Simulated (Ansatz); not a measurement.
Single-point calculation of Cu (part 2 of 2)

The same run, continued: Cu (27 atoms in the cell); DFT PBE, scalar-relativistic, plane waves, PAW, no spin polarisation (Ansatz 0.2.0); cutoff 420 eV, 4×4×4 k-mesh, Gaussian smearing of 0.1 eV. The structure derives from a Materials Project entry. It belongs to a series of runs on one base structure; here: the perfect crystal in a cell of 27 atoms.

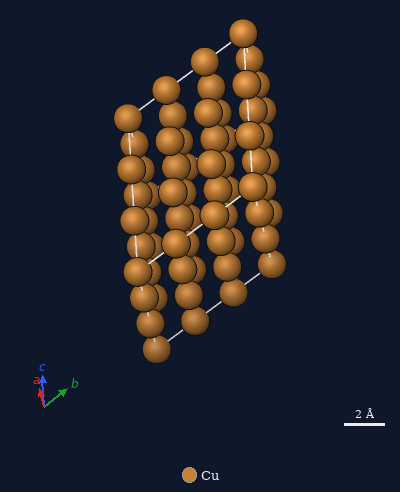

Fig. 1: The structure as given in the input (spheres-only view of the cell of the calculation, seen at an oblique angle).

Log, continued
```
  k-point 0: bands = ["-96.0472", "-96.0375", "-96.0375", "-96.0375", "-96.0375", "-96.0375", "-96.0375", "-96.0375", "-96.0375", "-96.0343", ... 98 levels left out ..., "7.1880", "10.5452", "10.5452", "10.5452", "10.5452", "10.5452", "10.5452", "10.5452", "10.5452", "11.2593", "11.2593", "11.2593", "11.2593", "11.2593", "11.2593", "12.4839", "12.4839", "12.4839", "12.4839", "12.4839", "12.4839", "12.5134", "12.5134", "12.5134", "12.5134", "12.5134", "12.5134", "12.5134", "12.5134",
      "12.5134", "12.5134", "12.5134", "12.5134", "12.6814", "12.6814", "12.6814", "12.6814", "12.6814", "12.6814", "12.6814", "12.6814", "12.6814", "12.6814", "12.6814", "12.6814", "13.4020", "13.4020", "13.4020", "13.4020", "13.4020", "13.4020", "13.4020", "13.4020", "13.4020", "13.4020", "13.4020", "13.4020", "13.5172", "13.5172", "13.5172", "13.5172", "13.5172", "13.5172", "13.5172", "13.5172", "13.5351", "13.5351", "13.5351", "13.6152",
      "13.6152", "13.6152", "13.6152", "13.6152", "13.6152", "13.6152", "13.6152", "13.6152", "13.6152", "13.6152", "13.6152", "13.6152", "13.6152", "13.6152", "13.6152", "14.2823", "14.2823", "14.2823", "14.2823", "14.2823", "14.2823", "14.2823", "14.2823", "14.2823", "14.2823", "14.2823", "14.2823", "14.3526", "14.3526", "14.4397", "14.4397", "14.4397", "14.4397", "14.4397", "14.4397", "14.5911", "14.5911", "14.5911", "14.5911", "14.5911",
      "14.5911", "14.5911", "14.5911", "14.5911", "14.5911", "14.5911", "14.5911", "14.6498", "14.6498", "14.6498", "14.6498", "14.6498", "14.6498", "14.6498", "14.6498", "14.6498", "14.6498", "14.6498", "14.6498", "14.6498", "14.6498", "14.6498", "14.6498", "14.7206", "14.7206", "14.7206", "14.7206", "14.7206", "14.7206", "14.7206", "14.7206", "14.7206", "14.7206", "14.7206", "14.7206", "14.7604", "14.7604", "14.7604", "14.7604", "14.7604",
      "14.7604", "19.7052", "19.7052", "19.7052", "19.7052", "19.7052", "19.7052", "19.7052", "19.7052", "19.7052", "19.7052", "19.7052", "19.7052", "22.3646", "22.3646", "22.3646", "22.3646", "22.3646", "22.3646", "22.3646", "22.3646", "22.3646", "22.3646", "22.3646", "22.3646", "24.8751", "24.8751", "24.8751", "24.8751", "24.8751", "24.8751", "24.8751", "24.8751", "24.8751", "24.8751", "24.8751", "24.8751", "25.0104", "25.0104", "25.0104",
      "25.0104", "25.0104", "25.0104", "25.0104", "25.0104", "30.0164", "30.0164", "30.0164", "30.0164", "30.0164", "30.0164"]
  k-point 1: bands = ["-96.0463", "-96.0407", "-96.0380", "-96.0380", "-96.0380", "-96.0361", "-96.0361", "-96.0361", "-96.0361", "-96.0361", ... 98 levels left out ..., "7.4385", "9.2973", "10.3332", "10.3332", "10.3332", "10.8060", "10.8060", "10.8060", "11.0493", "11.0493", "11.0493", "11.3067", "11.6553", "11.6553", "11.6553", "12.2676", "12.2676", "12.2676", "12.3327", "12.3327", "12.3327", "12.3844", "12.3844", "12.3844", "12.5182", "12.5182", "12.5182", "12.5625", "12.5625",
      "12.5625", "12.5625", "12.5625", "12.5625", "12.6744", "12.6744", "12.6744", "12.6798", "12.6798", "12.6798", "12.6798", "12.6798", "12.6798", "12.9829", "12.9829", "12.9829", "13.2271", "13.2271", "13.2271", "13.2434", "13.2434", "13.2434", "13.2808", "13.3183", "13.3183", "13.3183", "13.3183", "13.3183", "13.3183", "13.4832", "13.5288", "13.5288", "13.5288", "13.5346", "13.5346", "13.5360", "13.5360", "13.5360", "13.5811", "13.5811",
      "13.5976", "13.5976", "13.5976", "13.6503", "13.6503", "13.6503", "13.6902", "13.6902", "13.7270", "13.7270", "13.7270", "13.7530", "13.7530", "13.7530", "13.7927", "13.7927", "13.7927", "14.0572", "14.0572", "14.0572", "14.2394", "14.2394", "14.2394", "14.2394", "14.2394", "14.2394", "14.2945", "14.2945", "14.2945", "14.3355", "14.3355", "14.3401", "14.3401", "14.3401", "14.4327", "14.4327", "14.4327", "14.4352", "14.4352", "14.5327",
      "14.5997", "14.5997", "14.5997", "14.6048", "14.6048", "14.6048", "14.6160", "14.6160", "14.6160", "14.6204", "14.6204", "14.6204", "14.6630", "14.6630", "14.6630", "14.7030", "14.7030", "14.7030", "14.7520", "14.7520", "14.7520", "14.8109", "14.8109", "14.8109", "14.8109", "14.8109", "14.8109", "14.8421", "14.8421", "14.8908", "14.8908", "14.8908", "14.9122", "14.9122", "14.9122", "15.1391", "15.1391", "15.1391", "15.8005", "15.8005",
      "15.8005", "17.6684", "17.6684", "17.6684", "19.8338", "19.8338", "19.8338", "19.8338", "19.8338", "19.8338", "20.0098", "20.0098", "20.0098", "21.7440", "21.7440", "21.7440", "21.7440", "21.7440", "21.7440", "21.8077", "22.3404", "22.3404", "22.3404", "23.1193", "23.1193", "23.1193", "24.0204", "24.0204", "24.0204", "25.0838", "25.0838", "25.0838", "26.0028", "26.0028", "26.0028", "26.0028", "26.0028", "26.0028", "26.3976", "26.3976",
      "26.3976", "27.0804", "27.0804", "27.0804", "27.9074", "27.9074", "27.9074", "28.7051", "28.7051", "28.7051", "28.8146"]
  k-point 2: bands = ["-96.0439", "-96.0439", "-96.0375", "-96.0375", "-96.0375", "-96.0375", "-96.0375", "-96.0375", "-96.0343", "-96.0343", ... 98 levels left out ..., "8.1697", "8.1697", "10.4428", "10.4428", "10.4428", "10.4428", "10.4428", "10.4428", "11.4817", "11.7219", "11.7219", "11.7219", "11.7219", "11.7219", "11.7219", "11.9760", "11.9760", "11.9760", "11.9760", "11.9760", "11.9760", "12.4040", "12.4040", "12.4040", "12.4040", "12.4040", "12.4040", "12.6316", "12.6316",
      "12.6316", "12.6316", "12.6316", "12.6316", "12.6685", "12.6685", "12.6685", "12.6685", "12.6685", "12.6685", "12.9216", "12.9216", "12.9216", "12.9216", "12.9216", "12.9216", "13.2260", "13.2260", "13.2260", "13.2260", "13.2260", "13.2260", "13.3009", "13.3009", "13.3009", "13.3009", "13.3009", "13.3009", "13.3613", "13.3613", "13.3691", "13.3691", "13.3691", "13.3691", "13.3691", "13.3691", "13.5024", "13.5024", "13.5855", "13.5855",
      "13.5855", "13.5855", "13.5855", "13.5855", "13.6727", "13.6727", "13.6727", "13.6727", "13.8156", "13.8156", "13.8156", "13.8156", "13.8156", "13.8156", "13.9703", "13.9703", "13.9703", "13.9703", "13.9703", "13.9703", "14.0747", "14.0747", "14.0747", "14.0747", "14.0747", "14.0747", "14.2106", "14.2106", "14.2106", "14.2106", "14.2106", "14.2106", "14.3272", "14.3272", "14.3272", "14.3272", "14.5403", "14.5403", "14.5403", "14.5403",
      "14.5403", "14.5403", "14.5755", "14.5755", "14.5755", "14.5755", "14.5755", "14.5755", "14.6744", "14.6744", "14.6744", "14.6744", "14.6744", "14.6744", "14.7408", "14.7408", "14.7408", "14.7408", "14.7408", "14.7408", "14.8856", "14.8856", "14.8856", "14.8856", "14.8856", "14.8856", "14.9173", "14.9173", "14.9830", "14.9830", "14.9830", "14.9830", "14.9830", "14.9830", "15.4904", "16.1569", "16.1569", "16.1569", "16.1569", "16.1569",
      "16.1569", "17.6907", "17.6907", "17.6907", "17.6907", "17.6907", "17.6907", "20.0255", "20.0255", "20.0255", "20.0255", "20.0255", "20.0255", "20.1942", "21.2211", "21.2211", "21.2211", "21.2211", "21.2211", "21.2211", "23.4165", "23.4165", "23.4165", "23.4165", "23.4165", "23.4165", "25.3585", "25.3585", "25.3585", "25.3585", "25.3585", "25.3585", "26.2508", "26.2508", "26.2508", "26.2508", "26.2508", "26.2508", "28.1409", "28.1409",
      "28.1409", "28.1409", "28.1409", "28.1409", "28.1667", "28.1667", "28.1667", "28.1667", "28.1667", "28.1667", "28.3305"]
  k-point 7: bands = ["-96.0420", "-96.0420", "-96.0420", "-96.0420", "-96.0364", "-96.0364", "-96.0364", "-96.0364", "-96.0332", "-96.0332", ... 98 levels left out ..., "8.7983", "8.7983", "8.7983", "8.7983", "10.9360", "10.9360", "10.9360", "10.9360", "11.8444", "11.8444", "11.8631", "11.8631", "11.8631", "11.8631", "11.9795", "11.9795", "11.9795", "11.9795", "11.9795", "11.9795", "11.9795", "11.9795", "12.2401", "12.2401", "12.2401", "12.2401", "12.2464", "12.2464", "12.4285",
      "12.5920", "12.5920", "12.5920", "12.5920", "12.8662", "12.8662", "12.8662", "12.8662", "12.8662", "12.8662", "12.8662", "12.8662", "12.9505", "12.9505", "12.9505", "12.9505", "13.0277", "13.0277", "13.1750", "13.1750", "13.1750", "13.1750", "13.2403", "13.2403", "13.2403", "13.2403", "13.3553", "13.3553", "13.3553", "13.3553", "13.3553", "13.3553", "13.3553", "13.3553", "13.4304", "13.4304", "13.4304", "13.4304", "13.5213", "13.5213",
      "13.5213", "13.5213", "13.7295", "13.7295", "13.7295", "13.7295", "13.7421", "13.7421", "13.7421", "13.7421", "13.8265", "13.8265", "13.8265", "13.8265", "13.8531", "13.8531", "13.8531", "13.8531", "14.0936", "14.0936", "14.0936", "14.0936", "14.0936", "14.0936", "14.0936", "14.0936", "14.1289", "14.1289", "14.1289", "14.1289", "14.1384", "14.1384", "14.1384", "14.1384", "14.2227", "14.2227", "14.2227", "14.2227", "14.3105", "14.5123",
      "14.5123", "14.5123", "14.5123", "14.5343", "14.5343", "14.5343", "14.5343", "14.5556", "14.5556", "14.7851", "14.7851", "14.8411", "14.8411", "14.8411", "14.8411", "14.8411", "14.8411", "14.8411", "14.8411", "14.8857", "14.8857", "14.8857", "14.8857", "14.9223", "14.9223", "14.9223", "14.9223", "15.0596", "15.0596", "15.0601", "15.3379", "15.3379", "15.3379", "15.3379", "16.5638", "16.5638", "16.5638", "16.5638", "16.5638", "16.5638",
      "16.5638", "16.5638", "17.3073", "17.3073", "17.3073", "17.3073", "18.5502", "18.5502", "18.5502", "18.5502", "18.7645", "18.7645", "20.3850", "20.3850", "20.3850", "20.3850", "22.6363", "22.6363", "23.6470", "23.6470", "23.8797", "23.8797", "23.8797", "23.8797", "23.8797", "23.8797", "23.8797", "23.8797", "24.7450", "25.1401", "25.5096", "25.5096", "25.5096", "25.5096", "26.5876", "26.5876", "26.5876", "26.5876", "26.8180", "26.8180",
      "26.8180", "26.8180", "27.7198", "27.7198", "28.2407", "28.2407", "28.3904", "28.3904", "28.3904", "28.3904", "29.1744"]
```

Key numbers

- outcome: converged
- space group (tolerance 0.01 Å): Fm-3m (225)
- electrons treated: 513
- free energy: −178879.6298 eV
- Fermi energy: 16.419 eV
- gap on the k-point mesh: none (metallic)
- pressure: −0.11 GPa
- largest force (length of the vector): under 0.001 eV/Å
- hardware: 4 threads of Intel Xeon @ 2.70GHz, 189 GiB of memory available, shared host
- wall time: 20 s (CPU time 70 s)
- peak memory: 2.2 GiB
